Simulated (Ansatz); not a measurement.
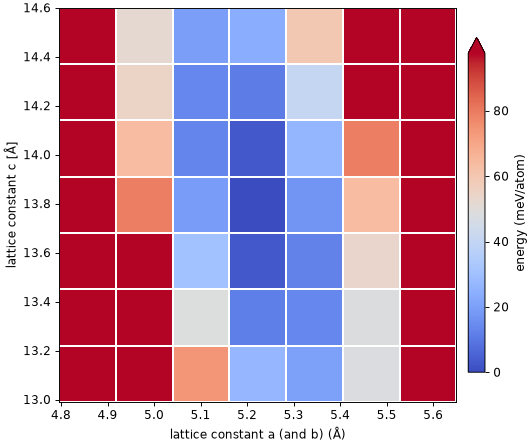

Energy landscape of LiNbO₃ (R-3c, No. 167; 10 atoms in the cell). 
- The energy is mapped over the lattice constants a and c of the conventional cell.
- First axis: lattice constant a (and b). Second axis: lattice constant c.
- Nothing is relaxed (fractional coordinates fixed).
- The scan uses a 7 × 7 grid.
- Points are written as (first, second).
- Energies: meV/atom, counted from the lowest grid point.
- These are results of DFT PBE, scalar-relativistic, plane waves, PAW (Ansatz), not measurements. Settings: cutoff 520 eV, k-mesh 6×6×6, gaussian smearing 0.05 eV, no spin polarisation.

Drawn: one coloured cell a grid point, one colour for all values above the top of the scale. 

> Describe this landscape.

The lowest grid point is at (5.223 Å, 13.795 Å). No other kind of well shows on this grid. The highest grid point, (4.857 Å, 13.106 Å), lies 317 meV/atom above the lowest. Round the minimum the valley is somewhat tilted: raising lattice constant a (and b) shifts the best value of lattice constant c downwards (coupling k₁₂/√(k₁₁k₂₂) about 0.5). The gap on the k-mesh is 2.5 eV at the lowest point and runs from 1.9 to 3.1 eV over the map.

Grid values (meV/atom):

```
lattice constant c ↓, lattice constant a (and b) →  4.857  4.979  5.101  5.223  5.345  5.467  5.589
                                            14.485    128     52     20     24     60    122    207
                                            14.255    141     55     14     11     41     99    180
                                            14.025    161     64     13      3     26     79    156
                                            13.795    188     79     19      0     17     64    137
                                            13.566    223    101     30      3     12     54    122
                                            13.336    266    131     49     12     13     48    111
                                            13.106    317    168     74     27     20     48    105
```

Each point was launched as `ansatz run input.yaml --threads 2 --pin off --max-ram 4096MiB --backend cpu --events-out ev --progress --plain --runs-dir out`. The whole map (49 points run) took 11 min on 2 threads of Arm Neoverse N1, with other jobs on the host.

PAW datasets: the set soft_1.
